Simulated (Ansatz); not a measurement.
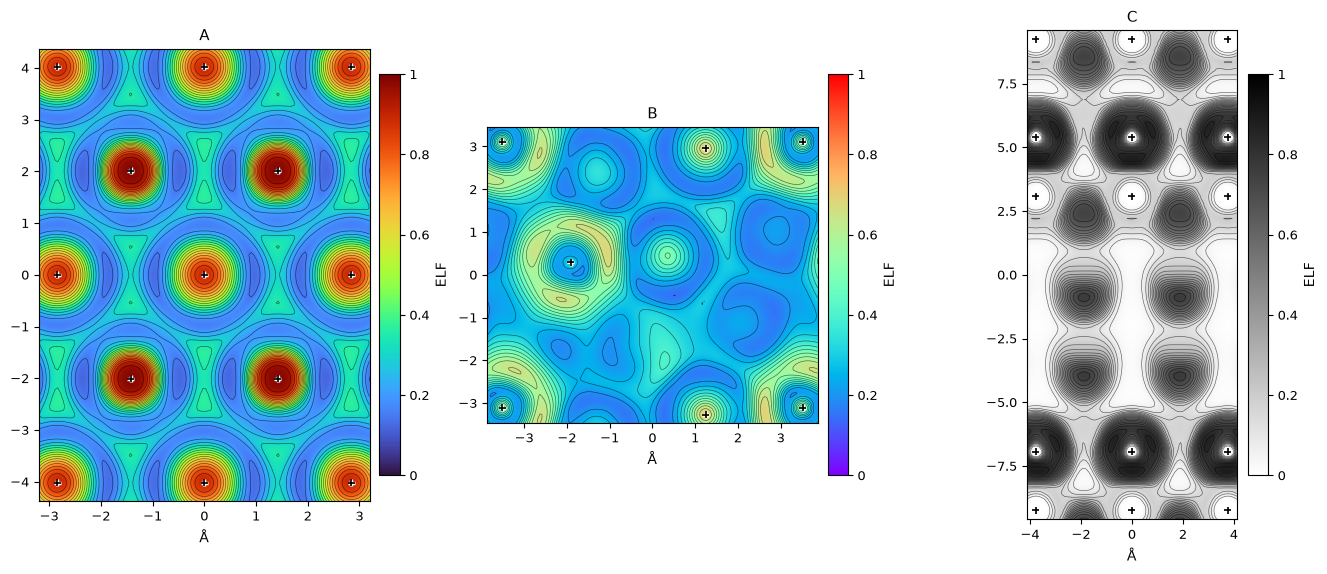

The electron localisation function of 3 systems, each on a plane through atoms (crosses mark nuclei in the plane).

Computed with DFT PBE, scalar-relativistic, plane waves, PAW (Ansatz 0.2.0).

System 1: FeCo, the (011) plane of the conventional cell. Space group Pm-3m; spin-polarised.

System 2: ZnS, the (100) plane of the conventional cell. Space group P6₃mc; changed on purpose from its base cell (volume × 0.94, shape and atoms relaxed); computed pressure about 5 GPa in this cell.

System 3: SiNi2, the (110) plane of the conventional cell. Space group Pnma; not relaxed (largest force 0.4 eV/Å); computed pressure about 3 GPa in this cell; computed without spin polarisation.

```
CELL_PARAMETERS angstrom
4.99000 0.00000 0.00000
0.00000 3.72000 0.00000
0.00000 0.00000 7.03000
ATOMIC_POSITIONS crystal
Si 0.28600 0.75000 0.61400
Si 0.71400 0.25000 0.38600
Si 0.21400 0.25000 0.11400
Si 0.78600 0.75000 0.88600
Ni 0.95800 0.75000 0.20300
Ni 0.04200 0.25000 0.79700
Ni 0.54200 0.25000 0.70300
Ni 0.45800 0.75000 0.29700
Ni 0.82500 0.75000 0.56300
Ni 0.17500 0.25000 0.43700
Ni 0.67500 0.25000 0.06300
Ni 0.32500 0.75000 0.93700
```

> Which map belongs to which system?

Panel A is system 1, FeCo: the plane holds Fe and Co. Fe–Co (2.46 Å): the ELF is about 0.25 at the midpoint; no shared electron pair shows on this line. Panel B is system 3, SiNi2: the plane holds Si and Ni. Si–Ni (2.28 Å): the ELF peaks at about 0.70 in the valence shell of Si, 0.9 Å from its nucleus, and is about 0.50 at the midpoint. Panel C is system 2, ZnS: the plane holds Zn and S. Zn–S (2.31 Å): the ELF peaks at about 0.90 in the valence shell of S, 0.9 Å from its nucleus, and is about 0.55 at the midpoint.
